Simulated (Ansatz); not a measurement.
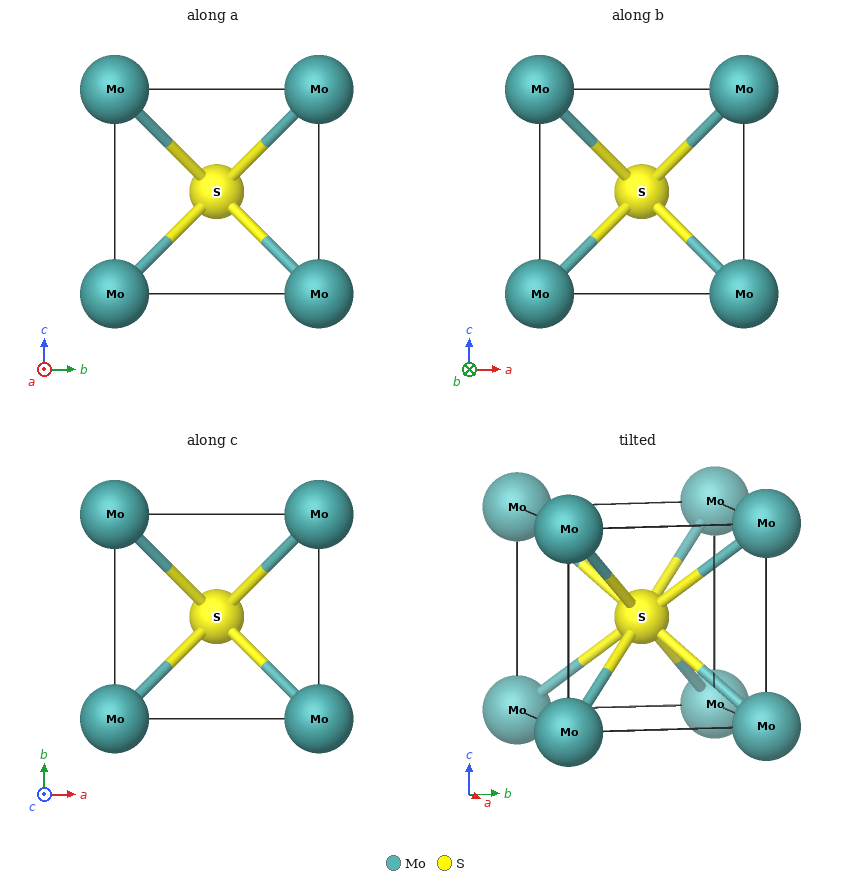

An orthographic ball-and-stick view of the structure, along the a axis, along the b axis, along the c axis and slightly off an axis. The conventional unit cell is drawn as a box.

Lattice parameters: a = 3.1141 Å, b = 3.1141 Å, c = 3.1141 Å, α = 90.000°, β = 90.000°, γ = 90.000°.

Set out the cell and atoms as a CIF in P1 with every atom of the cell.

```cif
data_structure
_symmetry_space_group_name_H-M 'P 1'
_symmetry_Int_Tables_number 1
_cell_length_a 3.1141
_cell_length_b 3.1141
_cell_length_c 3.1141
_cell_angle_alpha 90.000
_cell_angle_beta 90.000
_cell_angle_gamma 90.000
_cell_volume 30.20
loop_
_atom_site_label
_atom_site_type_symbol
_atom_site_fract_x
_atom_site_fract_y
_atom_site_fract_z
_atom_site_occupancy
Mo1 Mo 0.0000 0.0000 0.0000 1
S1 S 0.5000 0.5000 0.5000 1
```

Its origin is a structure type filled with these elements by a generator (whether the compound takes this form wasn't checked). Earlier steps of the study, as a rule a relaxation of our own, may have changed the cell and positions, so they can lie some per cent off the listed ones. It was run through Ansatz as a DFT input.
